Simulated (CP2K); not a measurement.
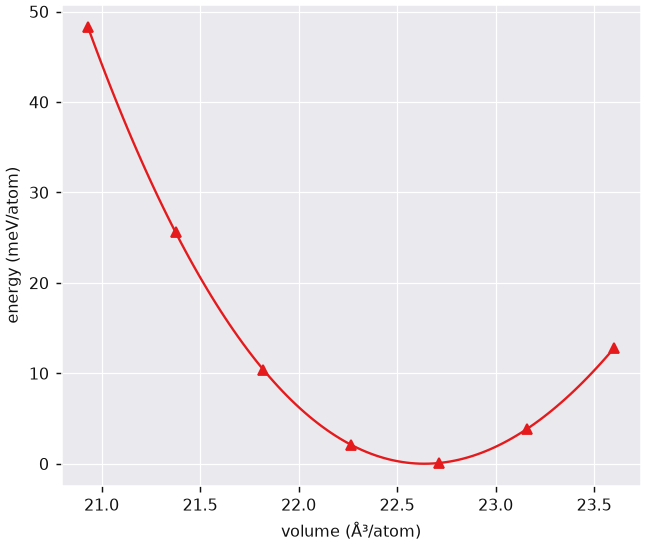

The plot gives the computed energy against volume for C, space group P6/mmm (No. 191).

Structure:
```
C
1.0
     2.45617    0.00000    0.00000
    -1.22809    2.12711    0.00000
     0.00000    0.00000    8.52380
C
2
Direct
  0.66667 0.33333 0.00000
  0.33333 0.66667 0.00000
```

How it was computed, with CP2K 2026.2: DFT in Gaussian orbitals with a plane-wave density, no spin polarisation; energies at scaled volumes of the given cell, shape and fractions fixed, counted from the fit's minimum, third-order Birch-Murnaghan fit. Level: PBE.

- k mesh: 12×12×3
- occupations: Fermi–Dirac
- smearing width: 0.05 eV
- potentials: GTH PBE with UZH TZVP basis
- density cutoff: 6123 eV
- program settings: ngrids 5, basis sets C TZVP-MOLOPT-PBE-GTH-q4, cutoff ry 450 Ry, rel cutoff ry 60 Ry

From this curve and the settings, what does the calculation give for the pressure at the same points?

The pressure falls from 9.62 GPa at volume 20.93 Å³/atom to −4.13 GPa at 23.60 Å³/atom, and changes sign near 22.64 Å³/atom.

```
volume (Å³/atom)  pressure (GPa)
           20.93            9.62
           21.38            6.78
           21.82            4.19
           22.27            1.82
           22.71           -0.34
           23.16           -2.32
           23.60           -4.13
```

Limits of the calculation: shape and atomic fractions are frozen while scaling, which makes layered, chain and framework solids too stiff.
